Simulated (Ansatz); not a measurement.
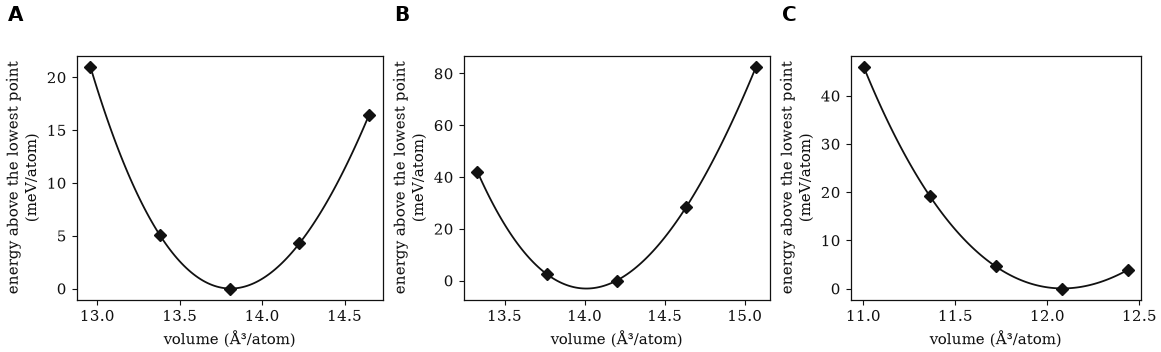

Each panel shows the energy above the lowest point against volume for one of these solids: CaO, Fm-3m (No. 225); Cu, Fm-3m (No. 225); Ir, Fm-3m (No. 225).

How it was computed, with Ansatz 0.2.0 development build: equation of state of a cubic crystal from periodic Kohn-Sham density functional theory without spin, third-order Birch-Murnaghan fit to the free energies; pressure corrected for the finite basis. Level: HSE06.

**Match the panels to the solids.**

A is CaO (energy above the lowest point from 0.0 meV/atom to 21.0 meV/atom, V0 13.81 Å³/atom, B0 115 GPa); B is Ir (energy above the lowest point from 0.0 meV/atom to 82.5 meV/atom, V0 14.01 Å³/atom, B0 397 GPa); C is Cu (energy above the lowest point from 0.0 meV/atom to 46.0 meV/atom, V0 12.08 Å³/atom, B0 126 GPa).

For Cu, limits of the calculation: coarse k-mesh, values are not converged in k.

For Ir, limits of the calculation: coarse k-mesh, values are not converged in k.
